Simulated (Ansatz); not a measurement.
# Geometry relaxation of AlGa3N4 (part 2 of 2)

Continued. System: AlGa3N4 (16 atoms in the cell). Method: DFT PBEsol, scalar-relativistic, plane waves, PAW, no spin polarisation (Ansatz 0.2.0); cutoff 420 eV, 6×6×6 k-mesh, Gaussian smearing of 0.02 eV. The structure was built on a prototype by a generator; it need not be a known phase.

Geometry of the input (Å; fractional positions):
```
0.0000  0.0000  -5.1391
3.1647  5.4815  0.0000
3.1638  -5.4809  0.0000
Al 0.0020  0.1675  0.3349
Ga 0.0011  0.1681  0.8326
Ga 0.0011  0.6663  0.3326
Ga 0.0011  0.6646  0.8326
Al 0.5020  0.3325  0.6651
Ga 0.5011  0.3319  0.1674
Ga 0.5011  0.8337  0.6674
Ga 0.5011  0.8354  0.1674
N  0.6315  0.1702  0.3405
N  0.6205  0.1706  0.8304
N  0.6223  0.6664  0.3329
N  0.6205  0.6598  0.8304
N  0.1315  0.3298  0.6595
N  0.1205  0.3294  0.1696
N  0.1223  0.8336  0.6671
N  0.1205  0.8402  0.1696
```

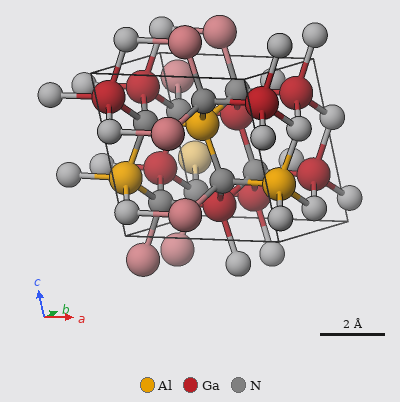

The geometry at step 3 of the log (ball-and-stick view of the cell of the calculation, seen slightly off an axis; neighbours outside the cell are drawn fainter).

What the program printed, continued
```
--- Forces (eV/Å), atoms counted from 1 ---
  atom   1  Al    -0.00052345     0.00030221     0.00257336
  atom   2  Ga     0.00063045    -0.00038729     0.00298785
  atom   3  Ga    -0.00038198     0.00022054     0.00470918
  atom   4  Ga     0.00065063    -0.00035234     0.00298785
  atom   5  Al     0.00052345    -0.00030221     0.00257336
  atom   6  Ga    -0.00063045     0.00038729     0.00298785
  atom   7  Ga     0.00038198    -0.00022054     0.00470918
  atom   8  Ga    -0.00065063     0.00035234     0.00298785
  atom   9  N     -0.00019342     0.00011167    -0.00389644
  atom  10  N      0.00019761     0.00023146    -0.00251948
  atom  11  N     -0.00006103     0.00003523    -0.00431420
  atom  12  N     -0.00010165    -0.00028686    -0.00251948
  atom  13  N      0.00019342    -0.00011167    -0.00389644
  atom  14  N     -0.00019761    -0.00023146    -0.00251948
  atom  15  N      0.00006103    -0.00003523    -0.00431420
  atom  16  N      0.00010165     0.00028686    -0.00251948
  max |Σ_I F_I| component: 1.73e-5 eV/Å
--- Stress (GPa, compression-positive) ---
        0.011427      -0.000236      -0.000000
       -0.000236       0.011154       0.000000
       -0.000000       0.000000      -0.011653
  P = ⅓ Tr σ = 0.0036 GPa (0.036 kbar)
--- Band table (eV; the first three rows and the last of 52) ---
  k-point 0: bands = ["-6.7945", "-5.8937", "-5.8789", "-5.7753", "-5.6774", "-5.5349", "-5.3962", "-5.2418", "-4.3008", "-4.2795", "-4.2708", "-4.2649", "-4.2055", "-4.1972", "-4.1958", "-4.1913", "-4.1840", "-4.1352", "-4.1131", "-4.1016", "-4.0774", "-4.0769", "-4.0715", "-4.0574", "-4.0569", "-4.0501", "-4.0074", "-3.9988", "-3.9556", "-3.9490", "-3.9375", "-3.2553", "-3.0888", "-3.0200", "-2.8141", "-2.4910", "-2.4076", "-2.3637", "2.0673", "2.5786", "2.7245", "2.9251", "3.7508", "3.9813", "4.1689", "4.8979", "5.0091", "5.1016", "6.4025", "6.4050", "6.4174", "6.7972", "6.8313", "6.8868", "7.9401", "7.9935", "8.0290", "8.1318", "8.1733", "8.9392", "8.9684", "8.9938", "11.3901", "13.6177", "13.9185", "14.0360", "14.2013", "14.6140", "14.6928", "14.7161", "14.9755", "15.4492", "15.7885", "17.7584", "18.1643", "18.3098", "18.7854", "19.0491"]
  k-point 1: bands = ["-6.7215", "-5.9209", "-5.8619", "-5.7874", "-5.6801", "-5.5360", "-5.4051", "-5.2510", "-4.2887", "-4.2786", "-4.2754", "-4.2497", "-4.2047", "-4.1971", "-4.1918", "-4.1849", "-4.1802", "-4.1337", "-4.1230", "-4.1013", "-4.0767", "-4.0766", "-4.0744", "-4.0669", "-4.0567", "-4.0548", "-4.0084", "-4.0026", "-3.9626", "-3.9591", "-3.9449", "-3.4241", "-3.1347", "-3.0480", "-2.8988", "-2.4540", "-2.4261", "-2.1704", "2.1712", "2.7034", "2.8694", "3.1362", "3.8520", "4.1151", "4.3154", "4.7530", "4.8585", "5.1055", "6.0812", "6.1439", "6.4931", "6.8900", "6.9506", "7.1786", "7.5396", "7.7627", "7.8037", "7.9012", "8.1794", "8.4372", "8.8816", "8.9211", "11.9074", "14.0371", "14.1002", "14.4278", "14.5722", "14.6622", "14.8580", "14.8673", "15.0502", "15.4689", "16.0378", "17.7071", "17.9906", "18.0961", "18.5258", "18.7515"]
  k-point 2: bands = ["-6.5218", "-6.0236", "-5.8516", "-5.7959", "-5.6854", "-5.5382", "-5.4242", "-5.2684", "-4.2805", "-4.2649", "-4.2546", "-4.2205", "-4.2026", "-4.1966", "-4.1823", "-4.1822", "-4.1542", "-4.1407", "-4.1322", "-4.1047", "-4.0921", "-4.0878", "-4.0745", "-4.0743", "-4.0615", "-4.0547", "-4.0126", "-4.0100", "-3.9825", "-3.9758", "-3.9591", "-3.7666", "-3.2032", "-3.1684", "-2.8371", "-2.4363", "-2.3203", "-2.0821", "2.4717", "3.0646", "3.1898", "3.5778", "3.9784", "4.1677", "4.3825", "4.8435", "5.0064", "5.2598", "5.4482", "5.6142", "6.4327", "6.7416", "7.0740", "7.0790", "7.2086", "7.2712", "7.4401", "7.5502", "7.8203", "8.3054", "8.6923", "8.7719", "12.8188", "14.0940", "14.6734", "14.6964", "14.7951", "14.9751", "15.5322", "15.5907", "15.7656", "15.8495", "16.6776", "17.2948", "17.5199", "17.6481", "17.9489", "18.5354"]
  k-point 51: bands = ["-5.9741", "-5.9741", "-5.7634", "-5.7634", "-5.6201", "-5.6201", "-5.3729", "-5.3729", "-4.2442", "-4.2442", "-4.2290", "-4.2290", "-4.2097", "-4.2097", "-4.1926", "-4.1926", "-4.1653", "-4.1653", "-4.1324", "-4.1324", "-4.0981", "-4.0981", "-4.0770", "-4.0770", "-4.0446", "-4.0446", "-4.0099", "-4.0099", "-3.9959", "-3.9959", "-3.7068", "-3.7068", "-3.4268", "-3.4268", "-3.1307", "-3.1307", "-2.5489", "-2.5489", "2.9884", "2.9884", "3.5777", "3.5777", "4.1184", "4.1184", "4.9571", "4.9571", "5.2117", "5.2117", "6.4198", "6.4198", "6.9481", "6.9481", "7.1460", "7.1460", "7.3369", "7.3369", "7.4329", "7.4329", "7.6654", "7.6654", "7.8108", "7.8108", "14.4418", "14.4418", "14.6055", "14.6055", "14.8281", "14.8281", "15.3050", "15.3050", "16.5287", "16.5287", "16.7641", "16.7641", "16.9819", "16.9819", "17.5032", "17.5032"]
--- Relaxed structure (3 steps of the walk, 3 accepted, 1 SCFs on fresh bases) ---
  F+E_penalty+E_count = -26548.94706621 eV   max|allowed force component| = 4.708e-3 eV/Å   (the final SCF, on the basis selected at the relaxed cell)
  cell:  # Å, volume = 178.2866 Å³
    - [0.0, 9.617491089413231e-36, -5.141535195284719]
    - [3.1644403721044183, 5.4809715020396395, -1.0258184018948674e-35]
    - [3.1627084113230324, -5.479971553983662, 1.0257162967103348e-35]
  atoms:
    - { symbol: Al, position: [0.0016258852355864157, 0.16741827497639722, 0.3348365499527943] }
    - { symbol: Ga, position: [0.0010222412207448108, 0.16799383970557297, 0.8326779211295675] }
    - { symbol: Ga, position: [0.001273117325338306, 0.6662943786237385, 0.33258875724747716] }
    - { symbol: Ga, position: [0.0010222412207448108, 0.6646840814239947, 0.8326779211295674] }
    - { symbol: Al, position: [0.5016258852355865, 0.33258172502360284, 0.6651634500472056] }
    - { symbol: Ga, position: [0.5010222412207449, 0.33200616029442714, 0.1673220788704325] }
    - { symbol: Ga, position: [0.5012731173253384, 0.8337056213762615, 0.6674112427525228] }
    - { symbol: Ga, position: [0.5010222412207449, 0.8353159185760054, 0.1673220788704325] }
    - { symbol: N, position: [0.6312645482023176, 0.17023941300219161, 0.3404788260043831] }
    - { symbol: N, position: [0.6205755099269359, 0.17059845046592764, 0.8303454357032196] }
    - { symbol: N, position: [0.6226409467413964, 0.6664392186911098, 0.3328784373822196] }
    - { symbol: N, position: [0.6205755099269359, 0.6597469852372921, 0.8303454357032197] }
    - { symbol: N, position: [0.1312645482023176, 0.3297605869978084, 0.6595211739956168] }
    - { symbol: N, position: [0.12057550992693589, 0.32940154953407225, 0.16965456429678036] }
    - { symbol: N, position: [0.1226409467413963, 0.8335607813088903, 0.6671215626177803] }
    - { symbol: N, position: [0.12057550992693589, 0.8402530147627081, 0.16965456429678044] }
```

Trajectory as extended XYZ (Å, eV, eV/Å), 4 frames, from step=1 to step=4
```
16
Lattice="0.0000 0.0000 -5.1391 3.1647 5.4814 0.0000 3.1638 -5.4809 0.0000" Properties=species:S:1:pos:R:3:forces:R:3 step=1 energy=-26548.94687 pressure_GPa=0.03
Al    1.5895   -0.9177   -0.0101   -0.0109   0.0063   0.0118
Ga    3.1662   -3.6423   -0.0057   -0.0016  -0.0140   0.0070
Ga    3.1608    1.8294   -0.0059    0.0016  -0.0009   0.0063
Ga    4.7374   -0.9209   -0.0057    0.0113   0.0084   0.0070
Al    3.1566   -1.8225   -2.5796    0.0109  -0.0063   0.0118
Ga    1.5799    0.9021   -2.5752    0.0016   0.0140   0.0070
Ga    4.7500    0.9119   -2.5754   -0.0016   0.0009   0.0063
Ga    3.1734    3.6621   -2.5752   -0.0113  -0.0084   0.0070
N     1.6159   -0.9329   -3.2451    0.0055  -0.0032   0.0021
N     3.1669   -3.6164   -3.1887    0.0016   0.0080  -0.0069
N     3.1623    1.8285   -3.1979   -0.0007   0.0004  -0.0204
N     4.7154   -0.9344   -3.1887   -0.0061  -0.0054  -0.0069
N     3.1303   -1.8073   -0.6756   -0.0055   0.0032   0.0021
N     1.5792    0.8762   -0.6191   -0.0016  -0.0080  -0.0069
N     4.7485    0.9127   -0.6284    0.0007  -0.0004  -0.0204
N     3.1955    3.6757   -0.6191    0.0061   0.0054  -0.0069
16
Lattice="0.0000 0.0000 -5.1414 3.1644 5.4809 0.0000 3.1627 -5.4799 0.0000" Properties=species:S:1:pos:R:3:forces:R:3 step=2 energy=-26548.94694 pressure_GPa=0.01
Al    1.5887   -0.9172   -0.0083   -0.0012   0.0007   0.0028
Ga    3.1650   -3.6422   -0.0053    0.0017  -0.0012   0.0048
Ga    3.1603    1.8293   -0.0068   -0.0013   0.0008   0.0074
Ga    4.7367   -0.9199   -0.0053    0.0019  -0.0009   0.0048
Al    3.1561   -1.8222   -2.5790    0.0012  -0.0007   0.0028
Ga    1.5799    0.9027   -2.5760   -0.0017   0.0012   0.0048
Ga    4.7490    0.9121   -2.5775    0.0013  -0.0008   0.0074
Ga    3.1726    3.6614   -2.5760   -0.0019   0.0009   0.0048
N     1.6156   -0.9327   -3.2454    0.0002  -0.0001  -0.0063
N     3.1660   -3.6152   -3.1906   -0.0002   0.0008  -0.0035
N     3.1617    1.8286   -3.2013    0.0004  -0.0002  -0.0064
N     4.7139   -0.9342   -3.1906   -0.0008  -0.0002  -0.0035
N     3.1293   -1.8067   -0.6747   -0.0002   0.0001  -0.0063
N     1.5789    0.8758   -0.6199    0.0002  -0.0008  -0.0035
N     4.7476    0.9129   -0.6305   -0.0004   0.0002  -0.0064
N     3.1954    3.6757   -0.6199    0.0008   0.0002  -0.0035
16
Lattice="0.0000 0.0000 -5.1415 3.1644 5.4810 0.0000 3.1627 -5.4800 0.0000" Properties=species:S:1:pos:R:3:forces:R:3 step=3 energy=-26548.94693 pressure_GPa=0.00
Al    1.5888   -0.9173   -0.0084   -0.0005   0.0003   0.0026
Ga    3.1651   -3.6423   -0.0053    0.0006  -0.0004   0.0030
Ga    3.1603    1.8294   -0.0065   -0.0004   0.0002   0.0047
Ga    4.7369   -0.9199   -0.0053    0.0006  -0.0003   0.0030
Al    3.1562   -1.8222   -2.5791    0.0005  -0.0003   0.0026
Ga    1.5798    0.9028   -2.5760   -0.0006   0.0004   0.0030
Ga    4.7490    0.9121   -2.5773    0.0004  -0.0002   0.0047
Ga    3.1725    3.6614   -2.5760   -0.0006   0.0003   0.0030
N     1.6155   -0.9327   -3.2457   -0.0002   0.0001  -0.0039
N     3.1660   -3.6152   -3.1907    0.0002   0.0002  -0.0025
N     3.1617    1.8286   -3.2013   -0.0001   0.0000  -0.0043
N     4.7139   -0.9342   -3.1907   -0.0001  -0.0003  -0.0025
N     3.1294   -1.8067   -0.6749    0.0002  -0.0001  -0.0039
N     1.5789    0.8757   -0.6199   -0.0002  -0.0002  -0.0025
N     4.7477    0.9129   -0.6306    0.0001   0.0000  -0.0043
N     3.1955    3.6757   -0.6199    0.0001   0.0003  -0.0025
16
Lattice="0.0000 0.0000 -5.1415 3.1644 5.4810 0.0000 3.1627 -5.4800 0.0000" Properties=species:S:1:pos:R:3:forces:R:3 step=4 energy=-26548.94707 pressure_GPa=0.00
Al    1.5888   -0.9173   -0.0084   -0.0005   0.0003   0.0026
Ga    3.1651   -3.6423   -0.0053    0.0006  -0.0004   0.0030
Ga    3.1603    1.8294   -0.0065   -0.0004   0.0002   0.0047
Ga    4.7369   -0.9199   -0.0053    0.0007  -0.0004   0.0030
Al    3.1562   -1.8222   -2.5791    0.0005  -0.0003   0.0026
Ga    1.5798    0.9028   -2.5760   -0.0006   0.0004   0.0030
Ga    4.7490    0.9121   -2.5773    0.0004  -0.0002   0.0047
Ga    3.1725    3.6614   -2.5760   -0.0007   0.0004   0.0030
N     1.6155   -0.9327   -3.2457   -0.0002   0.0001  -0.0039
N     3.1660   -3.6152   -3.1907    0.0002   0.0002  -0.0025
N     3.1617    1.8286   -3.2013   -0.0001   0.0000  -0.0043
N     4.7139   -0.9342   -3.1907   -0.0001  -0.0003  -0.0025
N     3.1294   -1.8067   -0.6749    0.0002  -0.0001  -0.0039
N     1.5789    0.8757   -0.6199   -0.0002  -0.0002  -0.0025
N     4.7477    0.9129   -0.6306    0.0001   0.0000  -0.0043
N     3.1955    3.6757   -0.6199    0.0001   0.0003  -0.0025
```

Summary

```json
{"quantity": "outcome", "value": "converged"}
{"quantity": "space group (tolerance 0.01 Å)", "value": "Cmc2₁ (36)"}
{"quantity": "electrons treated", "value": "124"}
{"quantity": "free energy", "value": "−26548.9471 eV"}
{"quantity": "Fermi energy", "value": "10.192 eV"}
{"quantity": "gap on the k-point mesh", "value": "2.40 eV"}
{"quantity": "pressure", "value": "0.00 GPa"}
{"quantity": "final volume", "value": "178.29 Å³"}
{"quantity": "largest force (length of the vector) at the end", "value": "0.005 eV/Å"}
{"quantity": "final cell", "value": "a = 5.142 Å, b = 6.329 Å, c = 6.327 Å, α = 120.01°, β = 90.00°, γ = 90.00°"}
{"quantity": "hardware", "value": "4 threads of Intel Xeon @ 2.70GHz, 189 GiB of memory available, shared host"}
{"quantity": "wall time", "value": "67 s (CPU time 4.3 min)"}
{"quantity": "peak memory", "value": "0.97 GiB"}
```
